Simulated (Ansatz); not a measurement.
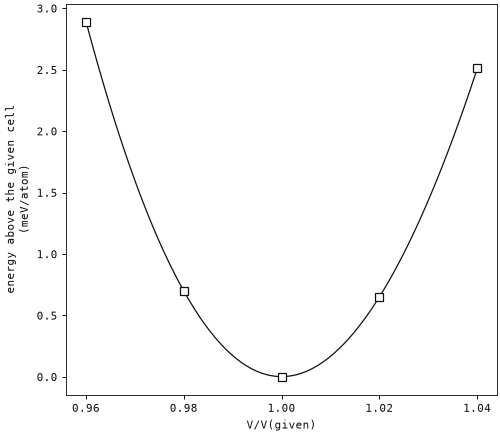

The figure shows the energy above the given cell against V/V(given) for LiBr, space group Fm-3m (No. 225).

Starting cell:
```
Li Br
1.0
     0.00000    2.75548    2.75548
     2.75548    0.00000    2.75548
     2.75548    2.75548    0.00000
Li Br
1 1
Direct
  0.00000 0.00000 0.00000
  0.50000 0.50000 0.50000
```

Computed with Ansatz 0.2.0: plane-wave density functional theory, PAW datasets, Gaussian smearing 0.05 eV: equation of state, the given cell scaled in volume with shape and atoms relaxed at each volume; third-order Birch-Murnaghan fit. Level: PBE, no spin polarisation.

```csv
setting,value
PAW set,soft_2
wave cutoff,420 eV
k mesh,10×10×10
```

V(given) is 20.92 Å³/atom.

From this curve and the settings, what does the calculation give for the pressure and gap on the k mesh at the same points?

The pressure falls from 1.149 GPa at V/V(given) 0.96 to −0.926 GPa at 1.04, and changes sign near 1.00. The gap on the k mesh stays open and runs from 5.093 eV at V/V(given) 0.96 to 4.749 eV at 1.04.

| V/V(given) | pressure (GPa) | gap on the k mesh (eV) |
| --- | --- | --- |
| 0.96 | 1.149 | 5.093 |
| 0.98 | 0.543 | 5.000 |
| 1.00 | 0.000 | 4.912 |
| 1.02 | −0.488 | 4.828 |
| 1.04 | −0.926 | 4.749 |
